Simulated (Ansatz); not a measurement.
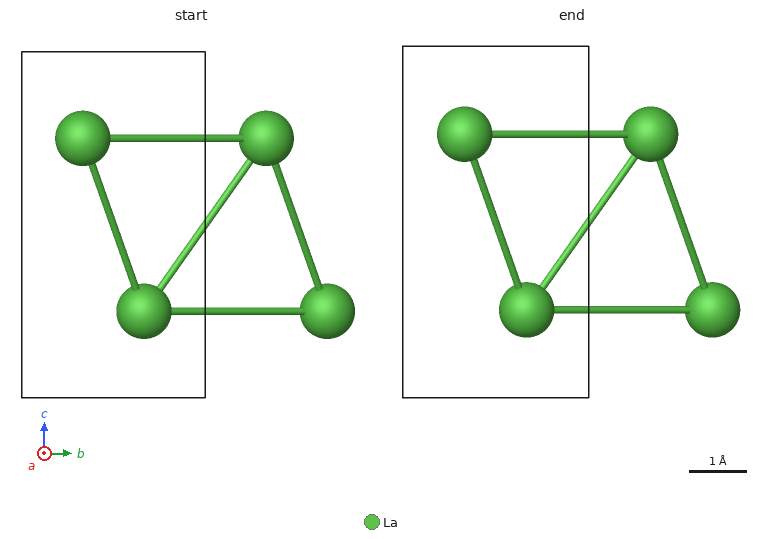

The structure of solid La (a generated structure, set up in P6_3/mmc) before (left) and after (right) a relaxation, at one scale.

Style: ball-and-stick. Shown: the cell of the calculation, repeated 1 × 2 × 1 with one cell outlined, along the a axis.

Phase: hcp.

These are results of DFT, r2SCAN, plane waves (500 eV) with PAW, scalar-relativistic in Ansatz 0.2.0, not measurements. Settings: plane-wave cutoff 500 eV; k-point mesh 10 × 10 × 5; occupations fermi dirac; smearing width 0.05 eV; collinear spin; cell and atoms relaxed; force threshold 0.01 eV/Å; at most 60 steps.

> Describe what moved and what it gained.

The energy falls by 4.9 meV per atom in 2 accepted moves (3 points after the start). All forces vanish by symmetry, so only the cell relaxes. Pressure: 0.96 GPa at the start and 0.00 GPa at the end. The SCF was repeated once at an unchanged geometry on a basis and grid sized afresh for the cell, which shifted the energy by 0.3 meV per atom at most. The atoms keep their places relative to the cell (all moves are under 0.005 Å). The drawn cell changes as follows: a = b 3.754 → 3.806 Å (+1.4 %), c 6.131 → 6.230 Å (+1.6 %); the volume changes by +4.5 %. Some distances before and after: La–La 3.754 → 3.806 Å. The space group stays P6_3/mmc (No. 194). The run took 52 s on 2 threads of Arm Neoverse V1, with other jobs on the host, peak memory 0.63 GiB.
